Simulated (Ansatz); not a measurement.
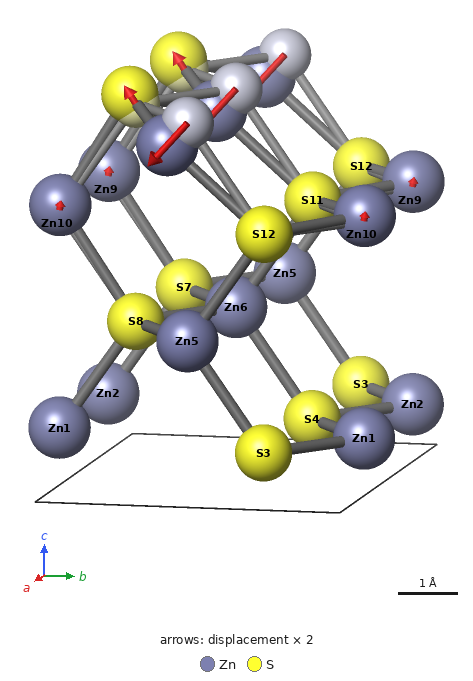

This is a constrained relaxation of a slab of composition ZnS (cut from the F-43m phase). The starting structure is drawn faded, the final one solid; red arrows show the displacements, 2 times their true length.

A ball-and-stick model of the cell of the calculation, outlined in the plane, without the vacuum (origin shifted), seen slightly off an axis.

Case: clean slab, lower planes held. The slab is the (1 1 0) face of ZnS. 8 atoms are held fixed.

These are results of Ansatz 0.2.0, DFT PBE+D3(BJ), scalar-relativistic, plane waves, PAW, not measurements. (plane-wave cutoff 420 eV; k-point mesh 2 × 3 × 1; occupations gaussian; smearing width 0.05 eV; no spin polarisation; dipole correction; atoms relaxed in a fixed cell; force threshold 0.03 eV/Å; at most 70 steps)

Atoms of which element are displaced furthest, and by how much?

Zinc: up to 0.53 Å, against 0.19 Å for sulfur.

Describe the change and its energy.

The energy falls by 0.877 eV per cell of the calculation in 4 geometry steps. Largest force component: 1.1 eV/Å at the start, 0.014 eV/Å at the end. The largest moves, 0.53 Å, are those of Zn atoms. Largest moves by element: Zn 0.53 Å, S 0.19 Å. The cell doesn't change. Some distances before and after: S–Zn 2.328 → 2.259 Å, S–Zn 2.328 → 2.389 Å, S–Zn 2.328 → 2.345 Å, S–Zn 2.328 → 2.323 Å. Bond angles that change, for instance: Zn–S–Zn 109.5° → 92.8°, Zn–S–Zn 109.5° → 95.9°, S–Zn–S 109.5° → 121.6°. Cost: 42 s on 4 threads of AMD EPYC 9R14 (Zen 4) (shared host), peak memory 1.5 GiB.
